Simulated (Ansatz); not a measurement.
```
W
1.0
     2.67019    0.00000    0.00000
    -1.33510    2.31245    0.00000
     0.00000    0.00000    9.37244
W
4
Direct
  0.00000 0.00000 0.00000
  0.00000 0.00000 0.50000
  0.33333 0.66667 0.25000
  0.66667 0.33333 0.75000
```

Space group P6₃/mmc; set up as W, dhcp; a generated structure, not necessarily the stable one; changed on purpose from its base cell (volume × 0.92); computed pressure about 30 GPa in this cell.

Computed with DFT, LDA (PW92), plane waves (420 eV) with PAW, scalar-relativistic (Ansatz 0.2.0).

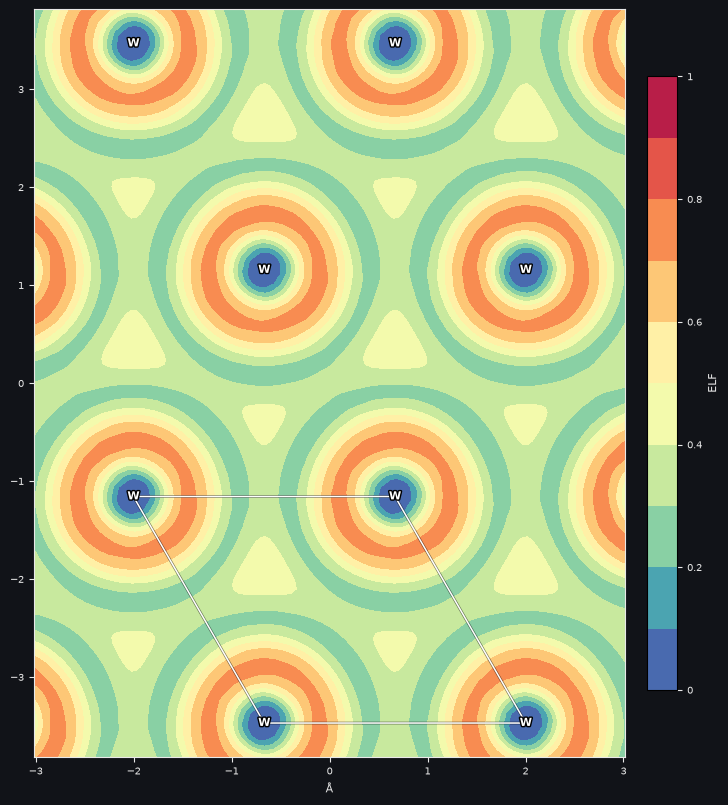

W. ELF on the (001) plane of the conventional cell.

What does the map show?

The plane passes through W nuclei.
W–W (2.67 Å): the ELF is about 0.35 at the midpoint.
The features right at W lie inside the PAW spheres, where the map follows smoothed inner orbitals and isn't to be read closely.
